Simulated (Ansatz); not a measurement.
Ti (Fd-3m, No. 227): coordinates from a relaxation with DFT, PBEsol, plane waves (420 eV) with PAW, scalar-relativistic (Ansatz 0.2.0); the starting structure was generated, so it need not be a known form of this composition.

```cif
data_structure
_symmetry_space_group_name_H-M 'Fd-3m:1'
_symmetry_Int_Tables_number 227
_cell_length_a 5.5337
_cell_length_b 5.5337
_cell_length_c 5.5337
_cell_angle_alpha 90.000
_cell_angle_beta 90.000
_cell_angle_gamma 90.000
_cell_volume 169.45
loop_
_atom_site_label
_atom_site_type_symbol
_atom_site_symmetry_multiplicity
_atom_site_Wyckoff_symbol
_atom_site_fract_x
_atom_site_fract_y
_atom_site_fract_z
_atom_site_occupancy
Ti1 Ti 8 b 0.25000 0.25000 0.75000 1
```

Q: What will a HAADF-like image along [001] show? The image is simulated as a sum over atoms of Z^1.8, blurred by a 1.30 Å probe (no channelling). The probe carries 15 % of its weight in a tail 2.5 times as wide. The display is stretched by a gamma of 0.65; percentages refer to the linear signal. Shot noise and a slight drift were added.

A: The columns repeat on a square net with a repeat of 1.96 Å (plane group p4mm). All columns are alike (Ti). The shortest distance between visible columns is 1.96 Å in projection. Along the beam the structure repeats every 5.53 Å.

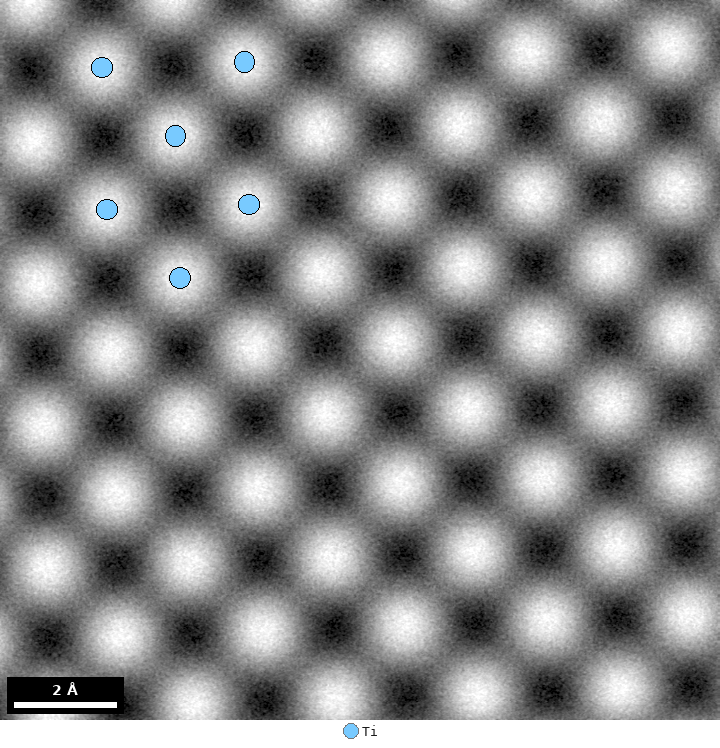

The simulated image, with the columns of the model marked in one corner.
